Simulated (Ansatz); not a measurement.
Cr2O3: single-point calculation (part 2 of 2)

The same run, continued: Cr2O3 (R-3c, 10 atoms in the cell); DFT r2SCAN, scalar-relativistic, plane waves, PAW, spin-polarised (Ansatz 0.2.0); cutoff 500 eV, 6×6×6 k-mesh, Gaussian smearing of 0.05 eV, collinear spins. The structure derives from an entry of the Crystallography Open Database.

Geometry of the input (Å; fractional positions):
```
2.4980  1.4422  4.5069
-2.4980  1.4422  4.5069
0.0000  -2.8844  4.5069
Cr 0.3497  0.3497  0.3497
Cr 0.1503  0.1503  0.1503
Cr 0.6503  0.6503  0.6503
Cr 0.8497  0.8497  0.8497
O  0.5517  0.9483  0.2500
O  0.2500  0.5517  0.9483
O  0.9483  0.2500  0.5517
O  0.4483  0.0517  0.7500
O  0.7500  0.4483  0.0517
O  0.0517  0.7500  0.4483
```

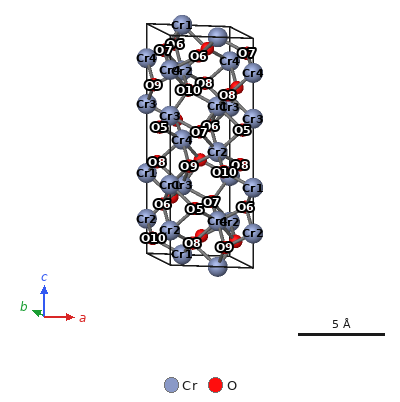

Figure 1. The structure as given in the input (ball-and-stick view of the cell 3 times as large as that of the calculation, set on its symmetry axes, seen slightly off an axis; atoms are numbered from 1 in the order of the input).

### Output, continued
```
--- Per-component energies (eV) ---
  E_band       = -972.807098
  E_kinetic    = 2420.617894
  E_local      = -7901.380013  (includes V_loc(G=0)·N_el)
  E_nonlocal   = 610.205006
  E_hartree    = 3222.511294
  E_xc         = -987.420150
  E_vxc        = -1426.504322  (∫ρ·V_xc dr)
  E_paw        = -5775.643869  (= ΣΔE_a)
  E_vpaw       = -1209.991269  (= ΣTr[D̂ρ^β])
  E_aug_tail   = 0.006738  (compensation charges beyond the density's cutoff)
  E_vtau       = 89.219743  (kinetic-family band-sum trace: ∫τ·v_τ [+ j·A + Jᵃ·Aᵃ] dr)
  E_ewald      = -8538.530980
  E_core_change = -1.280955  (= ΣΔE_core)
  E_smearing   = -0.000000  (= −TS)
  E_closure    = 0.000000  (closes the sum)
  Σ components = -16950.915034   (vs F -16950.915034, Δ=0.00e0)
--- Forces (eV/Å), atoms counted from 1 ---
  atom   1  Cr     0.00000000    -0.00000000    -0.20754460
  atom   2  Cr     0.00000000     0.00000000     0.20754460
  atom   3  Cr     0.00000000     0.00000000     0.20754410
  atom   4  Cr     0.00000000    -0.00000000    -0.20754410
  atom   5  O      0.12884954    -0.00000000    -0.00000000
  atom   6  O     -0.06442477     0.11158697    -0.00000000
  atom   7  O     -0.06442477    -0.11158697     0.00000000
  atom   8  O     -0.12884949     0.00000000     0.00000000
  atom   9  O      0.06442475    -0.11158693     0.00000000
  atom  10  O      0.06442475     0.11158693    -0.00000000
  max |Σ_I F_I| component: 5.55e-17 eV/Å
--- Stress (GPa, compression-positive) ---
       -3.519873       0.000000       0.000000
        0.000000      -3.519873       0.000000
        0.000000       0.000000       1.256658
  P = ⅓ Tr σ = -1.9277 GPa (-19.277 kbar)
--- Band table (eV; the first three rows and the last of 64) ---
  k-point 0 ↑: bands = ["-63.7991", "-63.7808", "-60.2394", "-60.2192", "-34.0637", "-34.0101", "-34.0101", "-34.0004", "-34.0004", "-33.9009", "-30.4548", "-30.4166", "-30.4166", "-30.4026", "-30.4026", "-30.2645", "-9.0357", "-7.5180", "-7.5180", "-7.3879", "-7.3343", "-7.3343", "4.6581", "5.5091", "5.5091", "5.6367", "5.7667", "5.7667", "6.6065", "6.7645", "6.7645", "7.1395", "7.1395", "7.6172", "8.4598", "8.5098", "8.5098", "9.4120", "9.4120", "9.4485", "10.4623", "10.7350", "10.7350", "11.1935", "11.1935", "11.7607", "14.1824", "14.1824", "14.5086", "14.5086", "14.7159", "15.5409", "15.5409", "15.7406", "15.7406", "16.1411", "16.7529", "16.7529", "17.0288", "17.0288", "17.7543", "21.4375", "23.6123"]
  k-point 1 ↑: bands = ["-63.7989", "-63.7810", "-60.2391", "-60.2195", "-34.0630", "-34.0142", "-34.0085", "-34.0021", "-33.9961", "-33.9017", "-30.4541", "-30.4222", "-30.4138", "-30.4052", "-30.3970", "-30.2656", "-8.9223", "-7.5388", "-7.5145", "-7.4632", "-7.3613", "-7.3561", "4.7580", "5.4228", "5.5152", "5.6004", "5.7044", "5.8946", "6.5911", "6.8059", "6.9267", "7.0581", "7.1732", "7.9896", "8.1601", "8.5035", "8.6859", "8.9626", "9.2605", "9.3450", "10.4955", "10.6855", "10.8338", "11.2020", "11.2600", "11.7073", "14.1796", "14.3239", "14.4443", "14.6825", "14.7965", "15.3883", "15.4079", "15.7551", "15.9237", "16.1499", "16.6797", "16.7004", "16.8787", "16.9121", "18.2588", "21.9401", "23.2252"]
  k-point 2 ↑: bands = ["-63.7985", "-63.7814", "-60.2387", "-60.2200", "-34.0615", "-34.0186", "-34.0074", "-34.0035", "-33.9914", "-33.9034", "-30.4526", "-30.4287", "-30.4117", "-30.4070", "-30.3909", "-30.2680", "-8.6122", "-7.7810", "-7.5195", "-7.4935", "-7.4119", "-7.3947", "4.8935", "5.3037", "5.5567", "5.6483", "5.8317", "5.9824", "6.6673", "6.7999", "6.9900", "7.2037", "7.3892", "7.7919", "8.1755", "8.2584", "8.5012", "8.6987", "8.9819", "9.2821", "10.5159", "10.5822", "11.0741", "11.2149", "11.3232", "11.6003", "14.2388", "14.4611", "14.6250", "14.9111", "14.9604", "15.2900", "15.3406", "15.7047", "15.9414", "16.1799", "16.4151", "16.5407", "16.6130", "16.7352", "19.5074", "22.1537", "23.2313"]
  k-point 31 ↓: bands = ["-63.7968", "-63.7832", "-60.2365", "-60.2221", "-34.0519", "-34.0231", "-34.0231", "-33.9874", "-33.9874", "-33.9130", "-30.4387", "-30.4338", "-30.4338", "-30.3853", "-30.3853", "-30.2813", "-8.2877", "-8.2598", "-7.4489", "-7.4489", "-7.4046", "-7.4046", "5.4102", "5.7052", "5.7052", "5.8293", "6.0445", "6.0445", "6.6342", "6.6342", "6.7322", "6.8900", "6.8900", "6.9485", "8.4992", "8.5651", "8.6216", "8.6216", "8.8489", "8.8489", "10.7675", "10.7675", "10.9380", "11.3239", "11.3239", "11.3662", "14.4420", "14.4420", "15.0657", "15.0657", "15.1392", "15.1392", "15.2239", "15.5961", "15.7313", "15.7313", "16.4679", "16.4679", "16.8185", "16.8185", "20.0078", "20.3614", "24.9727"]
--- Löwdin populations: 10 sites ---
  site symbol       q [e]    m [muB]
     0     Cr     12.6920     2.7626
     1     Cr     12.6920     2.7626
     2     Cr     12.6920    -2.7626
     3     Cr     12.6920    -2.7626
     4      O      6.7925    -0.0127
     5      O      6.7925    -0.0127
     6      O      6.7925    -0.0127
     7      O      6.7925     0.0127
     8      O      6.7925     0.0127
     9      O      6.7925     0.0127
  spilling = 0.005183 (of n_electrons = 92.000000)
```

### File populations.tsv
```
# site	symbol	l	j	q_up	q_dn
# orbitals = lowdin
# n_electrons = 92.000000
# spilling = 0.005183
0	Cr	0_3S	-	0.995255	0.995432
0	Cr	0_4S	-	0.193540	0.183996
0	Cr	1_3P	-	2.995090	2.995170
0	Cr	2_3D	-	3.543438	0.790119
1	Cr	0_3S	-	0.995255	0.995432
1	Cr	0_4S	-	0.193540	0.183996
1	Cr	1_3P	-	2.995090	2.995170
1	Cr	2_3D	-	3.543438	0.790119
2	Cr	0_3S	-	0.995432	0.995255
2	Cr	0_4S	-	0.183996	0.193540
2	Cr	1_3P	-	2.995170	2.995090
2	Cr	2_3D	-	0.790119	3.543438
3	Cr	0_3S	-	0.995432	0.995255
3	Cr	0_4S	-	0.183996	0.193540
3	Cr	1_3P	-	2.995170	2.995090
3	Cr	2_3D	-	0.790119	3.543438
4	O	0_2S	-	0.874351	0.874139
4	O	1_2P	-	2.515556	2.528454
5	O	0_2S	-	0.874351	0.874139
5	O	1_2P	-	2.515556	2.528454
6	O	0_2S	-	0.874351	0.874139
6	O	1_2P	-	2.515556	2.528454
7	O	0_2S	-	0.874139	0.874351
7	O	1_2P	-	2.528454	2.515556
8	O	0_2S	-	0.874139	0.874351
8	O	1_2P	-	2.528454	2.515556
9	O	0_2S	-	0.874139	0.874351
9	O	1_2P	-	2.528454	2.515556
```

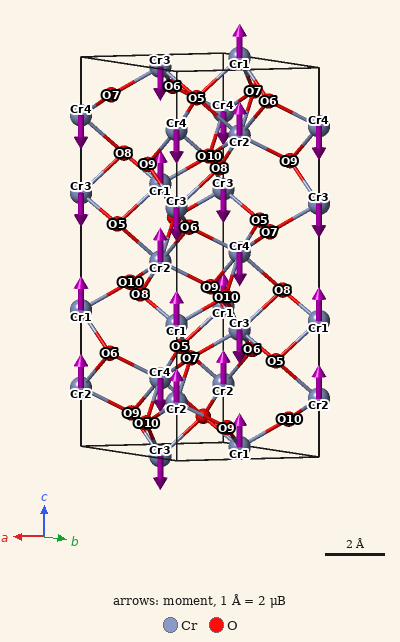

Figure 2. Magnetic moments of the sites as pink arrows (ball-and-stick view of the cell 3 times as large as that of the calculation, set on its symmetry axes, seen at an oblique angle; atoms are numbered from 1 in the order of the input); small moments hardly show. The run is collinear, so the axis drawn is arbitrary. Site moments: Cr3, Cr4 (−2.37 μB); Cr1, Cr2 (2.37 μB). They are counted near the atoms and needn't add up to the moment of the cell.

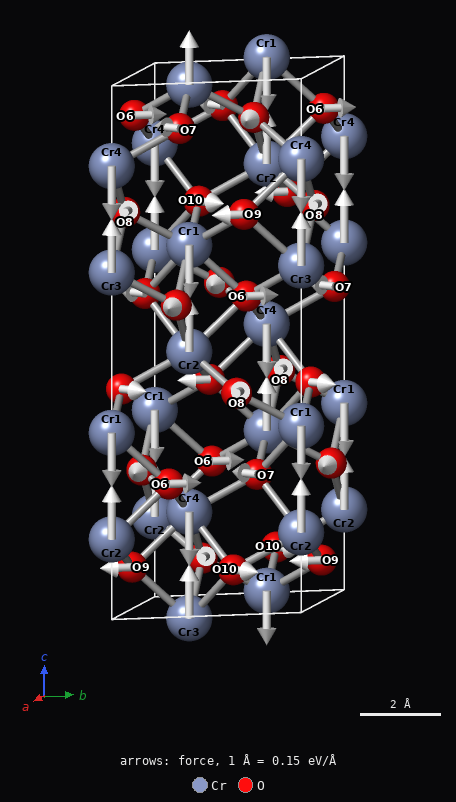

Figure 3. Forces on the atoms as white arrows (ball-and-stick view of the cell 3 times as large as that of the calculation, set on its symmetry axes, seen slightly off an axis; atoms are numbered from 1 in the order of the input). The largest act on all 4 Cr atoms (0.21 eV/Å); all 6 O atoms (0.13 eV/Å). The geometry is not a stationary point of this energy.
